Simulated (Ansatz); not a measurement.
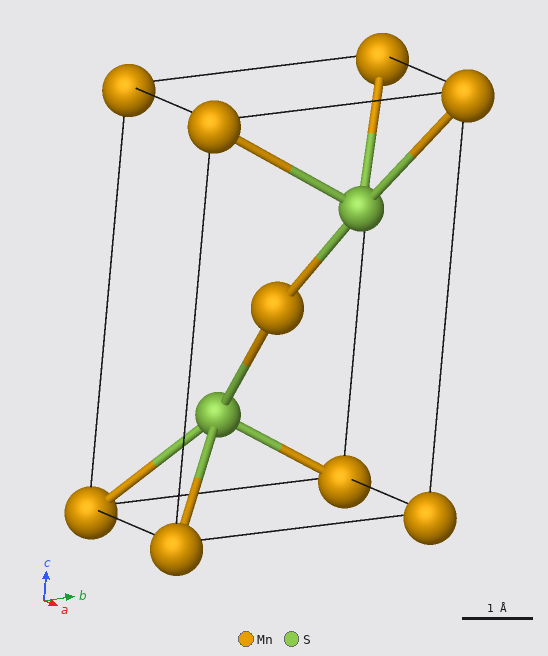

A ball-and-stick rendering, viewed slightly off an axis. The lines enclose the cell (the run's own, in a reduced setting); boundary atoms appear with their images.

```
CELL_PARAMETERS angstrom
-2.68011 0.02237 -2.59400
0.00154 2.67750 -2.61791
2.80289 -2.72853 -5.28839
ATOMIC_POSITIONS crystal
Mn 0.01462 0.00468 0.98652
Mn 0.51887 0.49628 0.47835
S 0.75039 0.71389 0.71781
S 0.17148 0.42056 0.20182
```

Electronic-structure method: DFT, PAW plane waves, HSE06 in Ansatz 0.2.0. Parameters: an energy cutoff of 420 eV, k-points about 0.66 Å⁻¹ apart, cold smearing of 0.035 eV, collinear spins.

Q: Which magnetic order comes out?

A: In the lowest state found: antiferromagnetic (within this cell). Site moments: 1 Mn +4.4 μB and 1 Mn −4.1 μB. The net spin moment of the whole cell is 0.0 μB, including what lies between the atoms and on sites without an arrow.

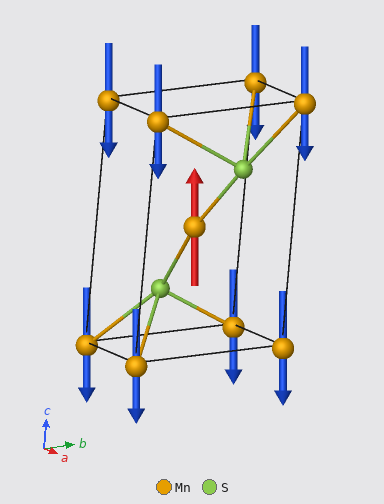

Arrows are the site magnetic moments above 0.25 μB (those induced on non-metal atoms are left out); longer means larger, and red and blue are up and down (without spin-orbit coupling the axis itself is arbitrary).

The geometry is that of a known structure type with the cell strained and the atoms shaken on purpose, without relaxation. A calculation with Ansatz used it as input.

At this level of theory the cell isn't at rest (forces up to 3.0 eV/Å), so its distances can differ from those at equilibrium, the more so the softer the solid, and its magnetic state may change on relaxation.
